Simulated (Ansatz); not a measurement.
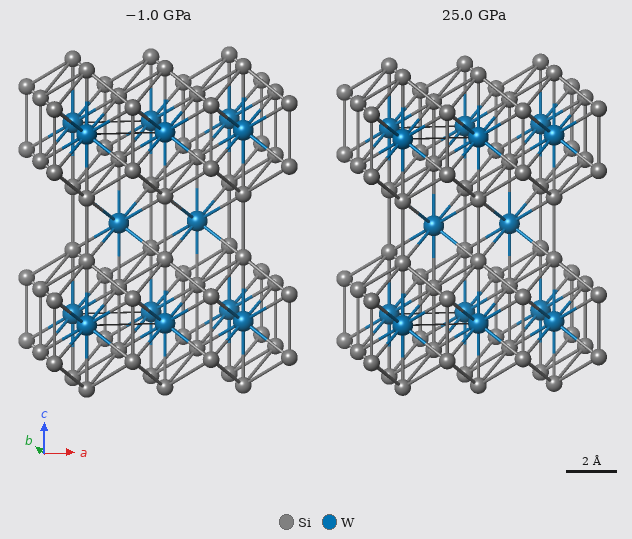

Crystalline Si2W (set up in I4/mmm), relaxed (cell and atoms) at several target pressures. The picture shows the first and the last member. The picture is a ball-and-stick view of the conventional cell (2 times the calculation's cell), repeated 2 × 1 × 1 with one cell outlined, seen slightly off an axis. Lengths and directions refer to the drawn axes.

Computed with Ansatz 0.2.0: DFT r2SCAN, scalar-relativistic, plane waves, PAW. (plane-wave cutoff 500 eV; k-point mesh 18 × 18 × 18; occupations gaussian; smearing width 0.1 eV; no spin polarisation; cell and atoms relaxed; force threshold 0.008 eV/Å)

```json
{"pressure (GPa)": "−1.0", "volume (Å³/atom)": "13.473", "a (Å)": "3.216", "c (Å)": "7.814"}
{"pressure (GPa)": "0.0", "volume (Å³/atom)": "13.414", "a (Å)": "3.211", "c (Å)": "7.805"}
{"pressure (GPa)": "1.0", "volume (Å³/atom)": "?", "a (Å)": "?", "c (Å)": "?"}
{"pressure (GPa)": "4.0", "volume (Å³/atom)": "13.194", "a (Å)": "3.192", "c (Å)": "7.769"}
{"pressure (GPa)": "12.0", "volume (Å³/atom)": "12.804", "a (Å)": "3.158", "c (Å)": "7.705"}
{"pressure (GPa)": "25.0", "volume (Å³/atom)": "12.277", "a (Å)": "3.110", "c (Å)": "7.616"}
```

### Estimate the missing row from the others, and compare with the calculation.

Murnaghan's form V = V₀(1 + B′P/B₀)^(−1/B′), with V₀ = 13.414 Å³ from the row at zero pressure, fits the other rows with B₀ = 234 GPa and B′ = 4.14 (largest miss 0.001 Å³). At 1.0 GPa it gives 13.414 × (1 + 4.14 × 1.0/234)^(−1/4.14) = 13.357 Å³ per atom. The calculation gives 13.357 Å³/atom (a = 3.206 Å, c = 7.796 Å). The estimate is right to the digits shown. From the first member to the last: W–W 3.216 → 3.110 Å, Si–Si 2.633 → 2.540 Å, Si–W 2.617 → 2.539 Å.

The whole series:

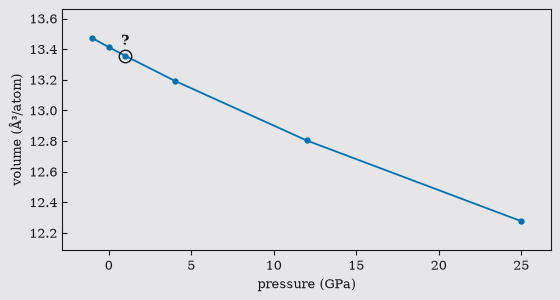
